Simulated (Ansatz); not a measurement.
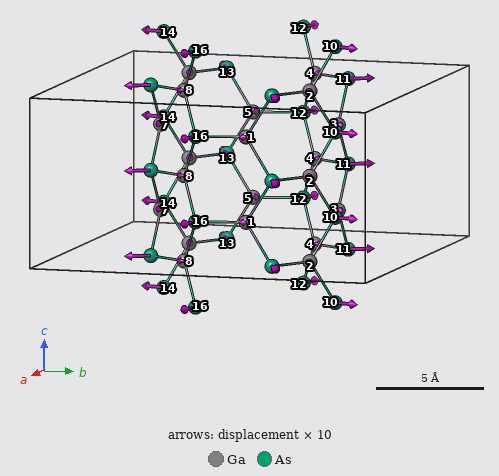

A relaxation of a wire of composition GaAs. The starting structure is drawn; purple arrows show the displacements (the part carried along by the change of the cell is left out), 10 times their true length.

The picture is a ball-and-stick view of the 2 repeat of the cell, with the vacuum cut short, seen slightly off an axis.

Case: (4,4) tube.

These are results of Ansatz 0.2.0, DFT PBE, scalar-relativistic, plane waves, PAW, not measurements.

The input:
```yaml
crystal:
  lattice:
    - [17.7, 0.0, 0.0]
    - [0.0, 18.0, 0.0]
    - [0.0, 0.0, 4.0437978231]
  atoms:
    - { symbol: Ga, position: [0.7275335957, 0.5599513192, 0.5] }
    - { symbol: Ga, position: [0.6177800559, 0.7006010236, 0.0] }
    - { symbol: Ga, position: [0.4390325568, 0.7237413691, 0.5] }
    - { symbol: Ga, position: [0.295998959, 0.615817055, 0.0] }
    - { symbol: Ga, position: [0.2724664043, 0.4400486808, 0.5] }
    - { symbol: Ga, position: [0.3822199441, 0.2993989764, 0.0] }
    - { symbol: Ga, position: [0.5609674432, 0.2762586309, 0.5] }
    - { symbol: Ga, position: [0.704001041, 0.384182945, 0.0] }
    - { symbol: As, position: [0.732331442, 0.6319010103, 0.0] }
    - { symbol: As, position: [0.5694342241, 0.7548131846, 0.5] }
    - { symbol: As, position: [0.3658633794, 0.7284592513, 0.0] }
    - { symbol: As, position: [0.2408679478, 0.568276987, 0.5] }
    - { symbol: As, position: [0.267668558, 0.3680989897, 0.0] }
    - { symbol: As, position: [0.4305657759, 0.2451868154, 0.5] }
    - { symbol: As, position: [0.6341366206, 0.2715407487, 0.0] }
    - { symbol: As, position: [0.7591320522, 0.431723013, 0.5] }
basis:
  ecutwfc: 420
kpoints:
  mp_grid: { grid: [1, 1, 12] }
hamiltonian:
  xc: pbe
scf:
  occupations: { method: gaussian, width: 0.05 }
output:
  forces: true
  stress: true
  eigenvalues: true
  populations: true
  write_density: true
  write_potential: true
  elf: true
  volumetric_format: npy
relax:
  adjacent_minimum: "off"
  f_tol: 0.02
  max_steps: 45
  cell: { fix: [a, b, alpha, beta, gamma], stress_tol: 0.03 }
```

Launched with:
```bash
ansatz run input.yaml --threads 4 --pin off --max-ram 11264MiB --backend cpu --events-out ev --progress --plain --runs-dir out
```

What did the optimiser do to the structure, and how much energy did it gain?

The largest moves relative to the centre of the atoms, 0.13 Å, are those of 8 atoms (As9, As10, As11, As12 and others). By element the largest moves are As 0.13 Å, Ga 0.04 Å. Along the periodic axis the drawn cell goes c 8.088 → 7.945 Å (−1.8 %). Some distances before and after: Ga1–As16 2.375 → 2.410 Å, Ga1–As9 2.403 → 2.426 Å. Among the angles between lasting bonds that change: As14–Ga6–As14 114.6° → 110.0°, Ga6–As14–Ga6 114.6° → 110.0°. After 2 accepted moves (3 points after the start) the energy has fallen by 0.248 eV per cell of the calculation. Largest force component: 0.48 eV/Å at the start, 0.012 eV/Å at the end. The SCF was repeated once at an unchanged geometry on a basis and grid sized afresh for the cell, which shifted the energy by 1.3 meV per cell of the calculation at most. Cost: 2.8 min on 4 threads of Intel(R) Xeon(R) Platinum 8488C (Sapphire Rapids) (shared host), peak memory 4.1 GiB.
